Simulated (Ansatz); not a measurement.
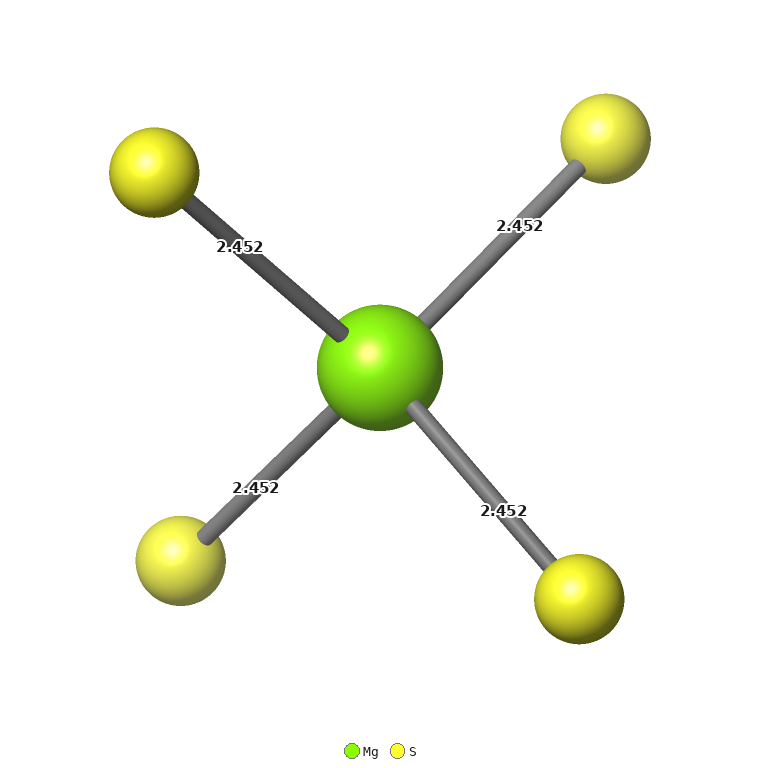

The surroundings of site Mg1 (at 0.000, 0.000, 0.000) in MgS (F-43m, No. 216), with bond lengths in Å.

Origin of the cell: the input geometry of an electronic-structure calculation (not necessarily at equilibrium); the starting structure was generated, so it need not be a known form of this composition.

```
Mg S
1.0
     5.66175    0.00000    0.00000
     0.00000    5.66175    0.00000
     0.00000    0.00000    5.66175
Mg S
4 4
Direct
  0.00000 0.00000 0.00000
  0.00000 0.50000 0.50000
  0.50000 0.00000 0.50000
  0.50000 0.50000 0.00000
  0.25000 0.25000 0.75000
  0.25000 0.75000 0.25000
  0.75000 0.25000 0.25000
  0.75000 0.75000 0.75000
```

Bond valence s = exp((R0 − d)/b), R0 fitted to published crystal structures with b = 0.37 Å; R0 in Å: Mg2+–S 2.186.

### Calculate the bond-valence sum of Mg1 from the bonds drawn.

4 × 0.487 = 1.95 v.u., against a formal valence of 2: a close match.

### And over the whole structure?

```csv
site,"x, y, z",formal valence,bond-valence sum,difference
Mg1,"0.000, 0.000, 0.000",+2,1.96,-0.04
S1,"0.250, 0.250, 0.750",−2,1.96,-0.04
```

These sums include all anions within 5 Å. The global instability index (root mean square of the differences over all atoms) is 0.04 v.u.: little strain. The cell was not relaxed for this table, and a volume that is off by a few per cent shifts all sums together.
